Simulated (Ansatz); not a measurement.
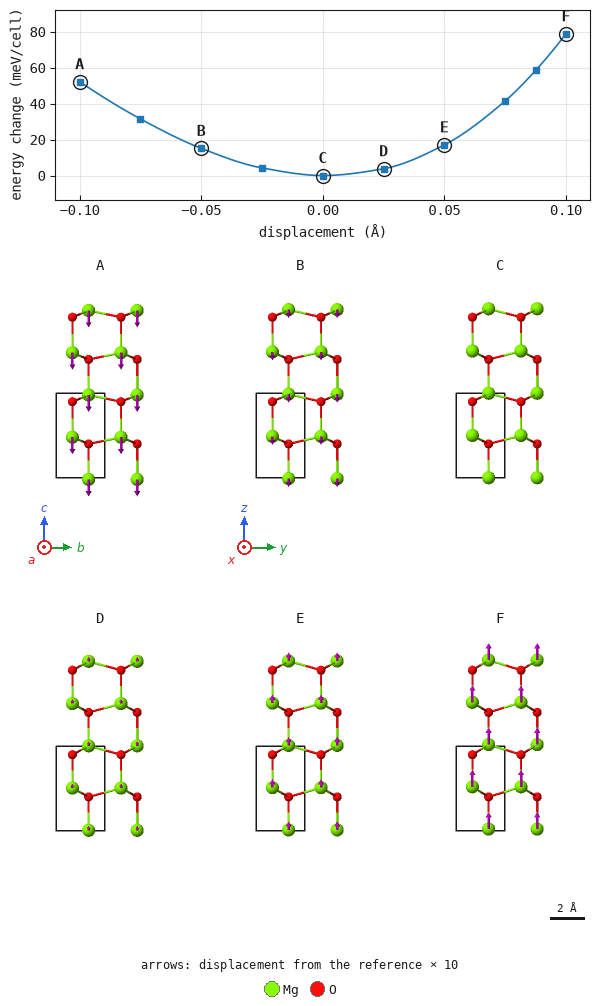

Energy scan for crystalline MgO (P6_3mc), in which the whole Mg sublattice is shifted rigidly, along Cartesian [0 0 1], all else fixed. The lettered frames are marked on the plot. A ball-and-stick model of the cell of the calculation, repeated 2 × 2 × 2 with one cell outlined, seen along the a axis. Purple arrows: displacements from the reference.

Method: Ansatz, DFT PBEsol, scalar-relativistic, plane waves, PAW. Settings: plane-wave cutoff 420 eV; k-point mesh 9 × 9 × 6; occupations gaussian; smearing width 0.05 eV; no spin polarisation. Energies (free energies at the smearing named) are counted from the cell as listed in its source, which wasn't relaxed.

Question: Read off the main features of the energy profile.

Answer: Of the computed points the lowest is at the displacement 0.00 Å, 0.0 meV/cell. At the ends of the scan the energy is 52.2 meV/cell (−0.10 Å) and 78.9 meV/cell (0.10 Å). The curvature at zero is about 13 eV/Å² per cell. The well is lopsided: at ±0.1000 Å the energy is 1.5 times higher on the positive side. At the highest point the shortest interatomic distance is 1.90 Å, against 1.97 Å in the reference. The distortion keeps the space group P6_3mc.
